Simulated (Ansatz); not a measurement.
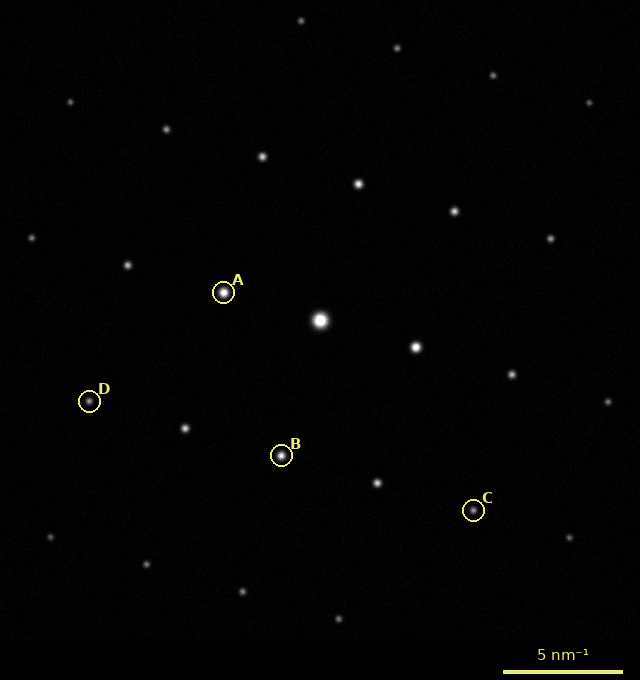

Simulated selected-area electron diffraction pattern (80 kV, kinematic approximation, thin crystal, B = 0.8 Å² for all atoms). The zone axis points towards the electron source and the pattern is seen from the source side.

Se, space group Im-3m (No. 229), a = 3.36 Å. Structure: coordinates from a relaxation with DFT, LDA (PW92), plane waves (420 eV) with PAW, scalar-relativistic in Ansatz 0.2.0; the starting structure was generated, so it need not be a known form of this composition.

Spot A is indexed -1 1 0 and spot B 0 0 2.

### What are the indices of the remaining marked spots?

C = −2A + B = 2 -2 2 (d = 0.969 Å). D = 2A + B = -2 2 2 (d = 0.969 Å).

### Find the zone axis.

The cross product of A and B is parallel to [110]; every spot obeys hu + kv + lw = 0.

### What are the spacings of A and B and the angle between them?

d(A) = 2.374 Å, d(B) = 1.678 Å, and the angle is 90.0°.
